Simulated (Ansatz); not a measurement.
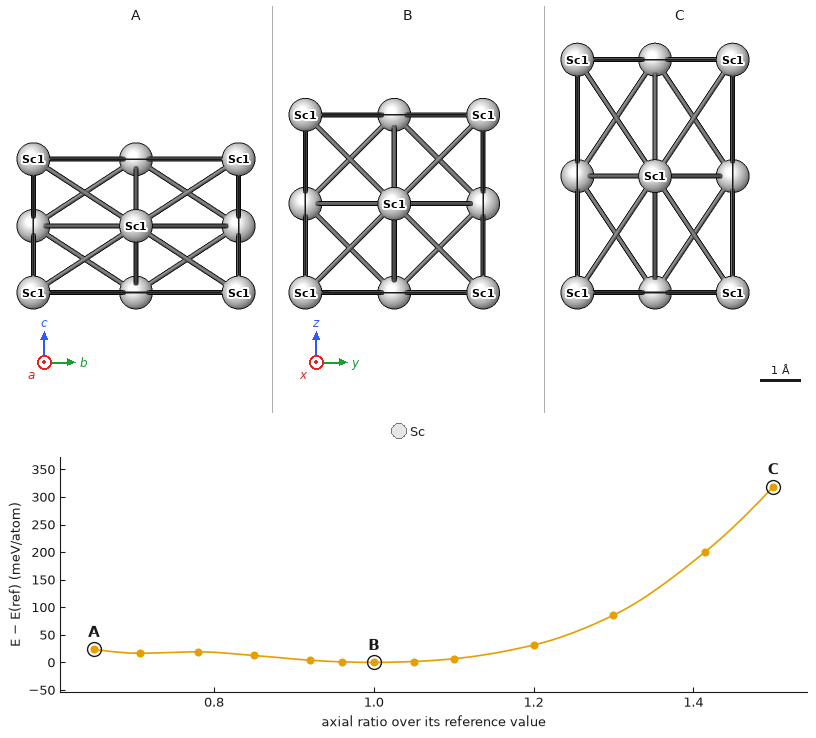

A crystal of Sc (Fm-3m): the ratio of the cell's length along z to its lengths across, counted as 1 for the reference, is changed at fixed volume (a tetragonal or Bain path), with the atoms kept at their fractional coordinates. x, y and z are the Cartesian axes of the input. The lettered frames are marked on the plot. A ball-and-stick model of the conventional cell (4 times the calculation's cell), seen along the a axis. Lengths and directions refer to the drawn axes.

Theory: DFT r2SCAN, scalar-relativistic, plane waves, PAW (Ansatz). Set-up: plane-wave cutoff 500 eV; k-point mesh 20 × 20 × 20; occupations gaussian; smearing width 0.15 eV; no spin polarisation. Energies (free energies at the smearing named) are counted from the cell as listed in its source, which wasn't relaxed.

> Read off the main features of the energy profile.

The lowest computed point lies at the relative ratio 1.00 (0 meV/atom). Further local minima among the points: 0.707 (17 meV/atom). The unrelaxed reference is under a pressure of 4.1 GPa. The distortion takes the space group from Fm-3m to I4/mmm, except for Im-3m at 0.707. At the relative ratio 1.50 the cell of the drawing goes a 4.541 → 3.967 Å, b 4.541 → 3.967 Å, c 4.541 → 5.950 Å.
